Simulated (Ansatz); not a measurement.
## AlN (P6_3mc):V_N-Pt_Al, thermodynamic levels from a 72-atom cell

Wanted: the transition levels of a complex in AlN (P6_3mc), from a cell of 72 host atoms with 1 site emptied and Pt put on another atom's site.

Method: place-levels on r2SCAN runs: charge-transition levels and formation energies with image-charge correction and potential alignment at the atomic sites; PAW set soft_1, in Ansatz 0.2.0.

## 1. The structure

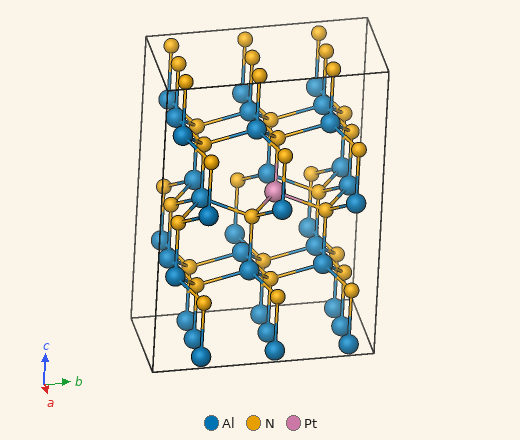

Start, viewed slightly off an axis; aluminium blue, nitrogen orange, platinum pink.

The cell holds 71 atoms: 35 Al, 35 N and 1 Pt. Cell: a = 9.320 Å, b = 9.320 Å, c = 9.956 Å, α = 90.0°, β = 90.0°, γ = 120.0°. It derives from AlN (space group P6_3mc). Nearest the centre at fractional (0.667, 0.500, 0.470): Pt57 at 0.94 Å, Al33 at 2.37 Å, N63 at 2.37 Å, Al26 at 2.39 Å, N66 at 2.39 Å, N58 at 2.39 Å, Al34 at 2.39 Å, N59 at 2.92 Å.

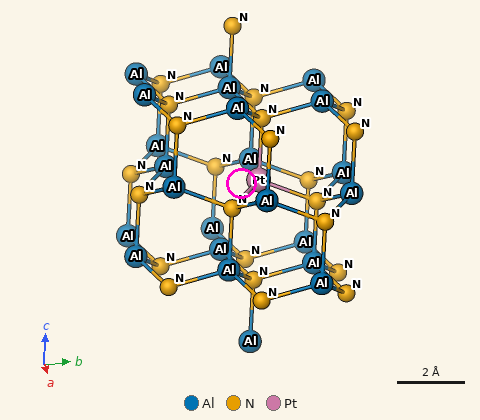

The atoms within 5 Å of the centre. A ring marks the centre wherever it is empty.

Coordinates:

```xyz
71
Lattice="9.3196 0.0000 0.0000 -4.6598 8.0710 0.0000 0.0000 0.0000 9.9565" Properties=species:S:1:pos:R:3 pbc="T T T"
Al    1.5533    0.8968    2.4852
Al    0.0000    1.7936    4.9743
N     1.5533    0.8968    4.3848
N     0.0000    1.7936    1.8957
Al    1.5533    0.8968    7.4634
Al    0.0000    1.7936    9.9525
N     1.5533    0.8968    9.3631
N     0.0000    1.7936    6.8739
Al    0.0000    3.5871    2.4852
Al   -1.5533    4.4839    4.9743
N     0.0000    3.5871    4.3848
N    -1.5533    4.4839    1.8957
Al    0.0000    3.5871    7.4634
Al   -1.5533    4.4839    9.9525
N     0.0000    3.5871    9.3631
N    -1.5533    4.4839    6.8739
Al   -1.5533    6.2774    2.4852
Al   -3.1065    7.1742    4.9743
N    -1.5533    6.2774    4.3848
N    -3.1065    7.1742    1.8957
Al   -1.5533    6.2774    7.4634
Al   -3.1065    7.1742    9.9525
N    -1.5533    6.2774    9.3631
N    -3.1065    7.1742    6.8739
Al    4.6598    0.8968    2.4852
Al    3.1065    1.7936    4.9743
N     4.6598    0.8968    4.3848
N     3.1065    1.7936    1.8957
Al    4.6598    0.8968    7.4634
Al    3.1065    1.7936    9.9525
N     4.6598    0.8968    9.3631
N     3.1065    1.7936    6.8739
Al    3.1065    3.5871    2.4852
Al    1.5533    4.4839    4.9743
N     1.5533    4.4839    1.8957
Al    3.1065    3.5871    7.4634
Al    1.5533    4.4839    9.9525
N     3.1065    3.5871    9.3631
N     1.5533    4.4839    6.8739
Al    1.5533    6.2774    2.4852
Al    0.0000    7.1742    4.9743
N     1.5533    6.2774    4.3848
N     0.0000    7.1742    1.8957
Al    1.5533    6.2774    7.4634
Al    0.0000    7.1742    9.9525
N     1.5533    6.2774    9.3631
N     0.0000    7.1742    6.8739
Al    7.7663    0.8968    2.4852
Al    6.2130    1.7936    4.9743
N     7.7663    0.8968    4.3848
N     6.2130    1.7936    1.8957
Al    7.7663    0.8968    7.4634
Al    6.2130    1.7936    9.9525
N     7.7663    0.8968    9.3631
N     6.2130    1.7936    6.8739
Al    6.2130    3.5871    2.4852
Pt    4.6598    4.4839    4.9743
N     6.2130    3.5871    4.3848
N     4.6598    4.4839    1.8957
Al    6.2130    3.5871    7.4634
Al    4.6598    4.4839    9.9525
N     6.2130    3.5871    9.3631
N     4.6598    4.4839    6.8739
Al    4.6598    6.2774    2.4852
Al    3.1065    7.1742    4.9743
N     4.6598    6.2774    4.3848
N     3.1065    7.1742    1.8957
Al    4.6598    6.2774    7.4634
Al    3.1065    7.1742    9.9525
N     4.6598    6.2774    9.3631
N     3.1065    7.1742    6.8739
```

Known beforehand: the electronic dielectric constant, (4.49, 4.49, 4.72), and the static one, (8.15, 8.15, 9.65), computed on the host (DFPT, PBEsol, on the r2SCAN cell), and a cell off the functional's own equilibrium shifts the ionic part.

The cell's shortest repeat is 9.3 Å.

## 2. What was run first

A transition level is the Fermi level at which two charge states cost the same, so each charge needs its own total energy, at its own relaxed structure.

Each atom starts 0.05 Å or so off its site in a random direction: a symmetric start keeps its symmetry, and would miss off-centre moves and Jahn–Teller distortions. Forces are taken at one point at (¼, ¼, ¼). The cell holds 1 electron more than the neutral one, with a uniform background that keeps it neutral on the whole. The electron count is odd, so at least one spin is unpaired; this run locks the moment at 1 μB.

The sampling was tested on the host first: at the k-points planned (1x1x1 shifted 0.25 0.25 0.25) its energy lies -0.014 eV an atom from the dense-mesh value, under the bound of 0.02 eV set for this test; that bounds the host's error, not the defect's.

One state's input; the others differ in charge, spin, start and seed, and in occupations where the table says so.

qm1_M1.relax/input.yaml

```yaml
crystal:
  lattice:
    - [9.31956554, 9.0e-08, 0.0]
    - [-4.65978284, 8.07098046, 0.0]
    - [0.0, 0.0, 9.95647772]
  atoms:
    - { symbol: Al, position: [0.22222222, 0.11111111, 0.24960167] }
    - { symbol: Al, position: [0.11111111, 0.22222222, 0.49960167] }
    - { symbol: "N", position: [0.22222222, 0.11111111, 0.44039833] }
    - { symbol: "N", position: [0.11111111, 0.22222222, 0.19039833] }
    - { symbol: Al, position: [0.22222222, 0.11111111, 0.74960167] }
    - { symbol: Al, position: [0.11111111, 0.22222222, 0.99960167] }
    - { symbol: "N", position: [0.22222222, 0.11111111, 0.94039833] }
    - { symbol: "N", position: [0.11111111, 0.22222222, 0.69039833] }
    - { symbol: Al, position: [0.22222222, 0.44444444, 0.24960167] }
    - { symbol: Al, position: [0.11111111, 0.55555556, 0.49960167] }
    - { symbol: "N", position: [0.22222222, 0.44444444, 0.44039833] }
    - { symbol: "N", position: [0.11111111, 0.55555556, 0.19039833] }
    - { symbol: Al, position: [0.22222222, 0.44444444, 0.74960167] }
    - { symbol: Al, position: [0.11111111, 0.55555556, 0.99960167] }
    - { symbol: "N", position: [0.22222222, 0.44444444, 0.94039833] }
    - { symbol: "N", position: [0.11111111, 0.55555556, 0.69039833] }
    - { symbol: Al, position: [0.22222222, 0.77777778, 0.24960167] }
    - { symbol: Al, position: [0.11111111, 0.88888889, 0.49960167] }
    - { symbol: "N", position: [0.22222222, 0.77777778, 0.44039833] }
    - { symbol: "N", position: [0.11111111, 0.88888889, 0.19039833] }
    - { symbol: Al, position: [0.22222222, 0.77777778, 0.74960167] }
    - { symbol: Al, position: [0.11111111, 0.88888889, 0.99960167] }
    - { symbol: "N", position: [0.22222222, 0.77777778, 0.94039833] }
    - { symbol: "N", position: [0.11111111, 0.88888889, 0.69039833] }
    - { symbol: Al, position: [0.55555556, 0.11111111, 0.24960167] }
    - { symbol: Al, position: [0.44444444, 0.22222222, 0.49960167] }
    - { symbol: "N", position: [0.55555556, 0.11111111, 0.44039833] }
    - { symbol: "N", position: [0.44444444, 0.22222222, 0.19039833] }
    - { symbol: Al, position: [0.55555556, 0.11111111, 0.74960167] }
    - { symbol: Al, position: [0.44444444, 0.22222222, 0.99960167] }
    - { symbol: "N", position: [0.55555556, 0.11111111, 0.94039833] }
    - { symbol: "N", position: [0.44444444, 0.22222222, 0.69039833] }
    - { symbol: Al, position: [0.55555556, 0.44444444, 0.24960167] }
    - { symbol: Al, position: [0.44444444, 0.55555556, 0.49960167] }
    - { symbol: "N", position: [0.44444444, 0.55555556, 0.19039833] }
    - { symbol: Al, position: [0.55555556, 0.44444444, 0.74960167] }
    - { symbol: Al, position: [0.44444444, 0.55555556, 0.99960167] }
    - { symbol: "N", position: [0.55555556, 0.44444444, 0.94039833] }
    - { symbol: "N", position: [0.44444444, 0.55555556, 0.69039833] }
    - { symbol: Al, position: [0.55555556, 0.77777778, 0.24960167] }
    - { symbol: Al, position: [0.44444444, 0.88888889, 0.49960167] }
    - { symbol: "N", position: [0.55555556, 0.77777778, 0.44039833] }
    - { symbol: "N", position: [0.44444444, 0.88888889, 0.19039833] }
    - { symbol: Al, position: [0.55555556, 0.77777778, 0.74960167] }
    - { symbol: Al, position: [0.44444444, 0.88888889, 0.99960167] }
    - { symbol: "N", position: [0.55555556, 0.77777778, 0.94039833] }
    - { symbol: "N", position: [0.44444444, 0.88888889, 0.69039833] }
    - { symbol: Al, position: [0.88888889, 0.11111111, 0.24960167] }
    - { symbol: Al, position: [0.77777778, 0.22222222, 0.49960167] }
    - { symbol: "N", position: [0.88888889, 0.11111111, 0.44039833] }
    - { symbol: "N", position: [0.77777778, 0.22222222, 0.19039833] }
    - { symbol: Al, position: [0.88888889, 0.11111111, 0.74960167] }
    - { symbol: Al, position: [0.77777778, 0.22222222, 0.99960167] }
    - { symbol: "N", position: [0.88888889, 0.11111111, 0.94039833] }
    - { symbol: "N", position: [0.77777778, 0.22222222, 0.69039833] }
    - { symbol: Al, position: [0.88888889, 0.44444444, 0.24960167] }
    - { symbol: Pt, position: [0.77777778, 0.55555556, 0.49960167] }
    - { symbol: "N", position: [0.88888889, 0.44444444, 0.44039833] }
    - { symbol: "N", position: [0.77777778, 0.55555556, 0.19039833] }
    - { symbol: Al, position: [0.88888889, 0.44444444, 0.74960167] }
    - { symbol: Al, position: [0.77777778, 0.55555556, 0.99960167] }
    - { symbol: "N", position: [0.88888889, 0.44444444, 0.94039833] }
    - { symbol: "N", position: [0.77777778, 0.55555556, 0.69039833] }
    - { symbol: Al, position: [0.88888889, 0.77777778, 0.24960167] }
    - { symbol: Al, position: [0.77777778, 0.88888889, 0.49960167] }
    - { symbol: "N", position: [0.88888889, 0.77777778, 0.44039833] }
    - { symbol: "N", position: [0.77777778, 0.88888889, 0.19039833] }
    - { symbol: Al, position: [0.88888889, 0.77777778, 0.74960167] }
    - { symbol: Al, position: [0.77777778, 0.88888889, 0.99960167] }
    - { symbol: "N", position: [0.88888889, 0.77777778, 0.94039833] }
    - { symbol: "N", position: [0.77777778, 0.88888889, 0.69039833] }
  host:
    repeats: [3, 3, 2]
    atoms:
      - { symbol: Al, position: [0.66666667, 0.33333333, 0.49920333] }
      - { symbol: Al, position: [0.33333333, 0.66666667, 0.99920333] }
      - { symbol: "N", position: [0.66666667, 0.33333333, 0.88079667] }
      - { symbol: "N", position: [0.33333333, 0.66666667, 0.38079667] }
total_charge: -1
basis:
  ecutwfc: 500
  xc_grid: 2
hamiltonian:
  xc: r2scan
  pseudopotentials: { kind: paw, azcp: { folder: soft_1 } }
kpoints:
  mp_grid: { grid: [1, 1, 1], shift: [0.25, 0.25, 0.25] }
magnetization:
  spin_polarized: true
  initial_magnetization: 1
  spin_locking: { lock_magnetization: hard }
scf:
  occupations: { method: fixed }
  max_iter: 60
output:
  forces: true
  charged_corrections:
    epsilon: [4.49, 4.49, 4.72]
    static_epsilon: [8.15, 8.15, 9.65]
    defect_position: [0.666667, 0.5, 0.47]
relax:
  f_tol: 0.02
  max_steps: 80
  random_displacement: { amplitude: 0.05, seed: 6480 }
checkpoint:
  write: "../qm1_M1.relax.run"
  compress: false
  write_wavefunctions: true
  write_every: 100000
```

Run with:

```bash
$ ansatz run input.yaml --threads 4 --pin off --max-ram 15073MiB --backend cpu --events-out ev --progress --plain --runs-dir out
```

The relaxed structure is kept and the sampling changed to a 2×2×2 shifted mesh.

The run of this state that the levels use, under r2SCAN:

qm1_M1.point/input.yaml

```yaml
crystal:
  checkpoint: "../qm1_M1.relax.run"
  host: checkpoint
total_charge: -1
basis:
  ecutwfc: 500
  xc_grid: 2
hamiltonian:
  xc: r2scan
  pseudopotentials: { kind: paw, azcp: { folder: soft_1 } }
kpoints:
  mp_grid: { grid: [2, 2, 2], shift: [0.5, 0.5, 0.5] }
magnetization:
  spin_polarized: true
  initial_magnetization: 1
  spin_locking: { lock_magnetization: hard }
scf:
  occupations: { method: fermi_dirac, width: 0.01 }
  max_iter: 60
output:
  forces: true
  eigenvalues: true
  charged_corrections:
    epsilon: [4.49, 4.49, 4.72]
    static_epsilon: [8.15, 8.15, 9.65]
    defect_position: [0.666667, 0.5, 0.47]
  eigenstates: { localisation: true }
  populations: true
  efg: {}
checkpoint:
  read: "../qm1_M1.relax.run"
  write: "../qm1_M1.point.run"
  compress: false
  write_wavefunctions: false
  write_every: 100000
```

Relaxations under r2SCAN at one point at (¼, ¼, ¼); times on 4 threads of Arm Neoverse V2, shared host:

```csv
charge,moment (μB),occupations,outcome,steps,largest displacement against the far atoms (Å),time
−1,1,fixed,converged,11,0.77,5.2 min
0,0,fixed,converged,10,0.64,2.1 min
0,2,fixed,converged,8,0.68,3.7 min
+1,1,fixed,converged,10,0.54,4.6 min
+2,0,fixed,converged,10,0.33,2.1 min
+2,2,fixed,converged,14,0.46,5.5 min
+3,1,fixed,converged,9,0.50,4 min
```

Single points under r2SCAN at a 2×2×2 shifted mesh; times on 4 threads of Arm Neoverse V2, shared host:

```csv
charge,moment (μB),occupations,outcome,time
−1,1,fermi-dirac,converged,2.7 min
0,0,fermi-dirac,converged,76 s
0,2,fermi-dirac,converged,2.9 min
+1,1,fermi-dirac,converged,2.7 min
+2,0,fermi-dirac,converged,78 s
+2,2,fermi-dirac,converged,2.8 min
+3,1,fermi-dirac,converged,2.7 min
```

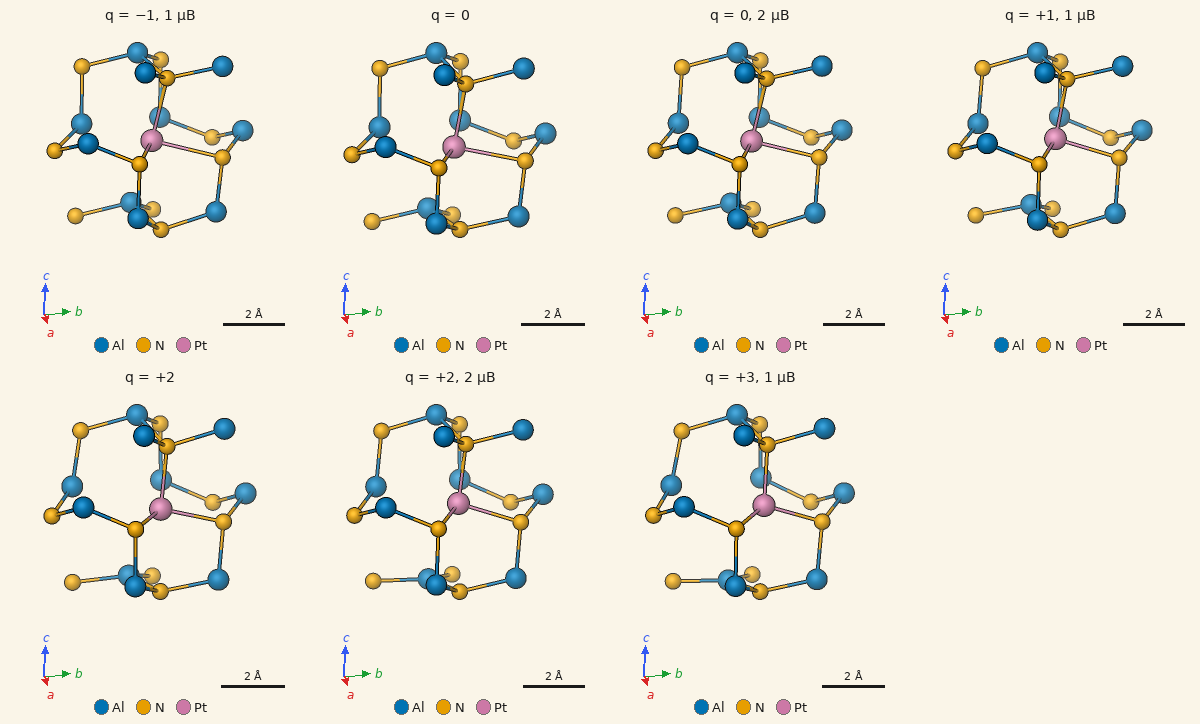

The structures near the centre after relaxation with r2SCAN, by charge.

Distances (Å) from the ideal centre to the nearest atoms after relaxation with r2SCAN:

```csv
charge,moment (μB),1.,2.,3.,4.,5.,6.
−1,1,Pt 0.18,Al 2.32,Al 2.33,N 2.41,Al 2.41,N 2.51
0,0,Pt 0.34,N 2.26,Al 2.31,Al 2.31,Al 2.49,N 2.55
0,2,Pt 0.29,Al 2.31,N 2.42,Al 2.43,N 2.44,Al 2.44
+1,1,Pt 0.41,N 2.42,N 2.44,Al 2.45,N 2.45,Al 2.45
+2,0,Pt 0.72,N 2.29,Al 2.45,N 2.50,N 2.56,Al 2.56
+2,2,Pt 0.60,N 2.36,N 2.48,Al 2.48,Al 2.49,N 2.49
+3,1,Pt 0.89,N 2.36,N 2.50,N 2.51,Al 2.62,Al 2.63
```

(Part 1 of 2 ends here.)

[Logs are printed without paths, hosts, clocks, repeated set-up lines and the standing remarks that a program may print on its own settings, such as how far it seeks lower states.]

[Hosts, paths, dates, database ids (printed as entryN), source tags and the programs' standing remarks are cut or masked in the printed files.]

[Where a table of states has a column of steps, it counts the stored structures, which are thinned; the runs took as many ionic steps or more.]

[A defect's name tells the site on which it was built; relaxed atoms can leave that site.]

[For some hosts the program warned that the k-mesh of the response run may be too coarse for force constants and the static dielectric constant; such warnings are not shown here.]
